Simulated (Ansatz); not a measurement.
## Run report: Al$_{15}$As$_{16}$ (charge −3), single-point calculation (part 2 of 2)

The same run, continued: Al$_{15}$As$_{16}$ (defect cell, 31 atoms in the cell, total charge −3); DFT, PBEsol, dispersion d3bjatm, plane waves, PAW, spin-polarised (Ansatz 0.2.0); cutoff 250.3 eV, 2×2×2 k-mesh, Gaussian smearing of 0.01 eV, collinear spins. The structure derives from a Materials Project entry. The settings are looser than a standard set-up, so the numbers are not reference values.

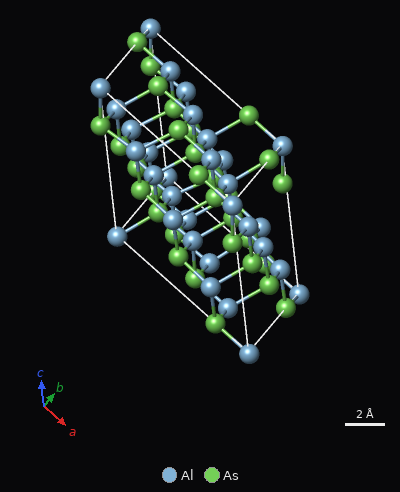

**Figure 1.** The structure (ball-and-stick view of the cell of the calculation, seen slightly off an axis).

### Output, continued
```
--- Forces (eV/Å), atoms counted from 1 ---
  atom   1  Al     0.00500643    -0.02087258     0.02087258
  atom   2  Al     0.02087258    -0.00500643     0.02087258
  atom   3  Al    -0.00000000     0.00000000    -0.00000000
  atom   4  Al    -0.02087258     0.02087258     0.00500643
  atom   5  Al    -0.00000000     0.00000000     0.00000000
  atom   6  Al     0.00500643     0.02087258    -0.02087258
  atom   7  Al    -0.02087258     0.00500643     0.02087258
  atom   8  Al    -0.00500643     0.02087258     0.02087258
  atom   9  Al    -0.02087258    -0.00500643    -0.02087258
  atom  10  Al     0.02087258     0.02087258    -0.00500643
  atom  11  Al    -0.00000000     0.00000000    -0.00000000
  atom  12  Al    -0.02087258    -0.02087258    -0.00500643
  atom  13  Al    -0.00500643    -0.02087258    -0.02087258
  atom  14  Al     0.02087258     0.00500643    -0.02087258
  atom  15  Al     0.02087258    -0.02087258     0.00500643
  atom  16  As    -0.03336340     0.03336340     0.03336340
  atom  17  As    -0.01575918    -0.01575918     0.02243488
  atom  18  As     0.01575918     0.01575918     0.02243488
  atom  19  As     0.02243488     0.01575918     0.01575918
  atom  20  As     0.01575918    -0.01575918    -0.02243488
  atom  21  As    -0.01575918    -0.02243488     0.01575918
  atom  22  As    -0.01575918     0.02243488    -0.01575918
  atom  23  As     0.01575918    -0.02243488    -0.01575918
  atom  24  As     0.02243488    -0.01575918    -0.01575918
  atom  25  As    -0.02243488     0.01575918    -0.01575918
  atom  26  As     0.01575918     0.02243488     0.01575918
  atom  27  As    -0.01575918     0.01575918    -0.02243488
  atom  28  As    -0.02243488    -0.01575918     0.01575918
  atom  29  As    -0.03336340    -0.03336340    -0.03336340
  atom  30  As     0.03336340     0.03336340    -0.03336340
  atom  31  As     0.03336340    -0.03336340     0.03336340
  max |Σ_I F_I| component: 7.63e-17 eV/Å
--- Band table (eV) ---
  k-point 0 ↑: bands = ["-29.7690", "-29.7683", "-29.7683", "-29.7683", "-29.7675", "-29.7672", "-29.7672", "-29.7672", "-29.7669", "-29.7669", "-29.7669", "-29.7649", "-29.7649", "-29.7649", "-29.7647", "-29.7647", "-29.7633", "-29.7633", "-29.7633", "-29.7616", "-29.7616", "-29.7616", "-29.7607", "-29.7607", "-29.7606", "-29.7597", "-29.7597", "-29.7597", "-29.7594", "-29.7594", "-29.7594", "-29.7580", "-29.7580", "-29.7580", "-29.7575", "-29.7575", "-29.7548", "-29.7548", "-29.7548", "-29.7539",
      "-29.7538", "-29.7538", "-29.7522", "-29.7522", "-29.7522", "-29.7515", "-29.7513", "-29.7513", "-29.7513", "-29.7500", "-29.7500", "-29.7500", "-29.7491", "-29.7491", "-29.7464", "-29.7464", "-29.7464", "-29.7447", "-29.7447", "-29.7447", "-29.1899", "-29.1899", "-29.1899", "-29.1884", "-29.1884", "-29.1884", "-29.1867", "-29.1867", "-29.1616", "-29.1616", "-29.1616", "-29.1560", "-29.1560", "-29.1560", "-29.1556", "-29.1556", "-29.1451", "-29.1451", "-29.1451", "-29.1431",
      "-5.5242", "-5.5242", "-5.5242", "-5.2885", "-4.5704", "-4.5704", "-4.5704", "-4.5685", "-4.5685", "-4.5500", "-4.5500", "-4.5500", "-4.1112", "-4.0484", "-4.0484", "-4.0484", "0.6204", "0.6204", "0.6204", "0.6929", "0.6929", "0.6945", "0.6945", "0.6945", "0.7412", "0.7412", "0.7412", "1.6802", "2.3166", "2.3166", "2.3166", "2.7238", "2.9754", "2.9754", "2.9754", "2.9944", "2.9944", "3.0181", "3.0181", "3.0181",
      "3.1998", "3.1998", "3.1998", "3.9923", "4.0246", "4.0246", "4.0246", "4.0944", "4.1077", "4.1077", "4.1892", "4.1892", "4.1892", "4.6349", "4.6349", "4.6349", "5.1927", "5.1927", "5.1927", "5.2367", "5.2367", "5.8508", "5.8508", "5.8508", "7.9711", "7.9711", "7.9711", "8.0067", "8.0067", "8.0405", "8.0405", "8.0405", "8.1025", "8.1025", "8.1025", "8.1570", "8.3531", "8.3531", "8.3531", "8.7282",
      "10.4015", "10.4015", "10.4015", "10.4114", "10.4114", "10.5117", "10.5117", "10.5117", "10.5684", "10.5684", "10.5684", "10.6984", "10.6984", "10.6984", "10.7173", "10.7173"]
  k-point 1 ↑: bands = ["-29.7788", "-29.7758", "-29.7742", "-29.7742", "-29.7732", "-29.7724", "-29.7722", "-29.7722", "-29.7715", "-29.7710", "-29.7710", "-29.7706", "-29.7706", "-29.7691", "-29.7691", "-29.7689", "-29.7687", "-29.7676", "-29.7669", "-29.7669", "-29.7665", "-29.7665", "-29.7663", "-29.7656", "-29.7652", "-29.7649", "-29.7649", "-29.7641", "-29.7637", "-29.7633", "-29.7624", "-29.7624", "-29.7621", "-29.7615", "-29.7612", "-29.7612", "-29.7601", "-29.7601", "-29.7592", "-29.7584",
      "-29.7584", "-29.7581", "-29.7568", "-29.7565", "-29.7561", "-29.7552", "-29.7552", "-29.7543", "-29.7536", "-29.7530", "-29.7530", "-29.7529", "-29.7519", "-29.7516", "-29.7516", "-29.7513", "-29.7509", "-29.7509", "-29.7502", "-29.7496", "-29.1961", "-29.1961", "-29.1950", "-29.1937", "-29.1937", "-29.1924", "-29.1910", "-29.1905", "-29.1639", "-29.1639", "-29.1636", "-29.1622", "-29.1619", "-29.1609", "-29.1609", "-29.1583", "-29.1529", "-29.1502", "-29.1502", "-29.1463",
      "-5.8289", "-5.2385", "-5.1441", "-5.1441", "-5.0811", "-4.7587", "-4.7295", "-4.7295", "-4.6899", "-4.4289", "-4.3555", "-4.3555", "-4.2780", "-3.9870", "-3.9288", "-3.9288", "0.4356", "0.4770", "0.5829", "0.5936", "0.5936", "0.6046", "0.6831", "0.7719", "0.7719", "0.9220", "1.4615", "1.8829", "1.9364", "1.9364", "2.3829", "2.4162", "2.4693", "2.4693", "2.9479", "3.0403", "3.2459", "3.2459", "3.2908", "3.7007",
      "3.7007", "3.7302", "3.7771", "3.8097", "3.8097", "3.8804", "3.8881", "3.9017", "3.9017", "3.9654", "4.1685", "4.1685", "4.4143", "4.6200", "4.6310", "4.7829", "4.7829", "4.8651", "4.9471", "5.0604", "5.0604", "5.4115", "5.7434", "5.7434", "7.3662", "8.0691", "8.0691", "8.2079", "8.4597", "8.4597", "8.4728", "8.6452", "8.8151", "8.8707", "9.0040", "9.0203", "9.1186", "9.1288", "9.1288", "9.2302",
      "9.3025", "9.3049", "9.3049", "9.5321", "9.5599", "9.7608", "9.7608", "10.1286", "10.1788", "10.1788", "10.2515", "10.4468", "10.6295", "10.6295", "10.6527", "10.7197"]
  k-point 0 ↓: bands = ["-29.7690", "-29.7683", "-29.7683", "-29.7683", "-29.7675", "-29.7672", "-29.7672", "-29.7672", "-29.7669", "-29.7669", "-29.7669", "-29.7649", "-29.7649", "-29.7649", "-29.7647", "-29.7647", "-29.7633", "-29.7633", "-29.7633", "-29.7616", "-29.7616", "-29.7616", "-29.7607", "-29.7607", "-29.7606", "-29.7597", "-29.7597", "-29.7597", "-29.7594", "-29.7594", "-29.7594", "-29.7580", "-29.7580", "-29.7580", "-29.7575", "-29.7575", "-29.7548", "-29.7548", "-29.7548", "-29.7539",
      "-29.7538", "-29.7538", "-29.7522", "-29.7522", "-29.7522", "-29.7515", "-29.7513", "-29.7513", "-29.7513", "-29.7500", "-29.7500", "-29.7500", "-29.7491", "-29.7491", "-29.7464", "-29.7464", "-29.7464", "-29.7447", "-29.7447", "-29.7447", "-29.1899", "-29.1899", "-29.1899", "-29.1884", "-29.1884", "-29.1884", "-29.1867", "-29.1867", "-29.1616", "-29.1616", "-29.1616", "-29.1560", "-29.1560", "-29.1560", "-29.1556", "-29.1556", "-29.1451", "-29.1451", "-29.1451", "-29.1431",
      "-5.5242", "-5.5242", "-5.5242", "-5.2885", "-4.5704", "-4.5704", "-4.5704", "-4.5685", "-4.5685", "-4.5500", "-4.5500", "-4.5500", "-4.1112", "-4.0484", "-4.0484", "-4.0484", "0.6204", "0.6204", "0.6204", "0.6929", "0.6929", "0.6945", "0.6945", "0.6945", "0.7412", "0.7412", "0.7412", "1.6802", "2.3166", "2.3166", "2.3166", "2.7238", "2.9754", "2.9754", "2.9754", "2.9944", "2.9944", "3.0181", "3.0181", "3.0181",
      "3.1998", "3.1998", "3.1998", "3.9923", "4.0246", "4.0246", "4.0246", "4.0944", "4.1077", "4.1077", "4.1892", "4.1892", "4.1892", "4.6349", "4.6349", "4.6349", "5.1927", "5.1927", "5.1927", "5.2367", "5.2367", "5.8508", "5.8508", "5.8508", "7.9711", "7.9711", "7.9711", "8.0067", "8.0067", "8.0405", "8.0405", "8.0405", "8.1025", "8.1025", "8.1025", "8.1570", "8.3531", "8.3531", "8.3531", "8.7282",
      "10.4015", "10.4015", "10.4015", "10.4114", "10.4114", "10.5117", "10.5117", "10.5117", "10.5684", "10.5684", "10.5684", "10.6984", "10.6984", "10.6984", "10.7173", "10.7173"]
  k-point 1 ↓: bands = ["-29.7788", "-29.7758", "-29.7742", "-29.7742", "-29.7732", "-29.7724", "-29.7722", "-29.7722", "-29.7715", "-29.7710", "-29.7710", "-29.7706", "-29.7706", "-29.7691", "-29.7691", "-29.7689", "-29.7687", "-29.7676", "-29.7669", "-29.7669", "-29.7665", "-29.7665", "-29.7663", "-29.7656", "-29.7652", "-29.7649", "-29.7649", "-29.7641", "-29.7637", "-29.7633", "-29.7624", "-29.7624", "-29.7621", "-29.7615", "-29.7612", "-29.7612", "-29.7602", "-29.7601", "-29.7592", "-29.7584",
      "-29.7584", "-29.7581", "-29.7568", "-29.7565", "-29.7561", "-29.7552", "-29.7552", "-29.7543", "-29.7536", "-29.7530", "-29.7530", "-29.7529", "-29.7519", "-29.7516", "-29.7516", "-29.7513", "-29.7509", "-29.7509", "-29.7502", "-29.7496", "-29.1961", "-29.1961", "-29.1950", "-29.1937", "-29.1937", "-29.1924", "-29.1910", "-29.1905", "-29.1640", "-29.1640", "-29.1636", "-29.1622", "-29.1619", "-29.1609", "-29.1609", "-29.1583", "-29.1529", "-29.1502", "-29.1502", "-29.1463",
      "-5.8289", "-5.2385", "-5.1441", "-5.1441", "-5.0811", "-4.7587", "-4.7295", "-4.7295", "-4.6899", "-4.4289", "-4.3555", "-4.3555", "-4.2780", "-3.9870", "-3.9288", "-3.9288", "0.4356", "0.4770", "0.5829", "0.5936", "0.5936", "0.6046", "0.6831", "0.7719", "0.7719", "0.9221", "1.4615", "1.8829", "1.9364", "1.9364", "2.3829", "2.4162", "2.4693", "2.4693", "2.9479", "3.0403", "3.2459", "3.2459", "3.2908", "3.7007",
      "3.7007", "3.7302", "3.7771", "3.8097", "3.8097", "3.8804", "3.8881", "3.9017", "3.9017", "3.9654", "4.1685", "4.1685", "4.4143", "4.6200", "4.6310", "4.7829", "4.7829", "4.8651", "4.9471", "5.0604", "5.0604", "5.4115", "5.7434", "5.7434", "7.3662", "8.0692", "8.0692", "8.2079", "8.4597", "8.4597", "8.4728", "8.6452", "8.8151", "8.8707", "9.0040", "9.0203", "9.1186", "9.1288", "9.1288", "9.2302",
      "9.3025", "9.3049", "9.3049", "9.5321", "9.5599", "9.7608", "9.7608", "10.1286", "10.1788", "10.1788", "10.2516", "10.4468", "10.6295", "10.6295", "10.6527", "10.7197"]
```

### Summary

- outcome: converged
- electrons treated: 288
- free energy: −84864.8231 eV
- Fermi energy: 6.609 eV
- gap on the k-point mesh: 1.52 eV
- net moment of the cell: 0.00 μB
- integrated absolute moment: 0.00 μB
- largest force (length of the vector): 0.058 eV/Å
- hardware: 4 threads of Arm Neoverse V1, 24 GiB of memory available, shared host
- wall time: 19 s (CPU time 73 s)
- peak memory: 1.4 GiB

Settings chosen away from the usual ones: basis.ecutwfc set to 18.4 Ry (from 420); hamiltonian.dispersion set to d3bjatm; hamiltonian.xc set to pbesol (from pbe). These settings are looser than, or depart from, a standard set-up, so the numbers are not reference values for this system. Warnings of the run: the cutoff is below the recommended one; some starting moments were not kept.
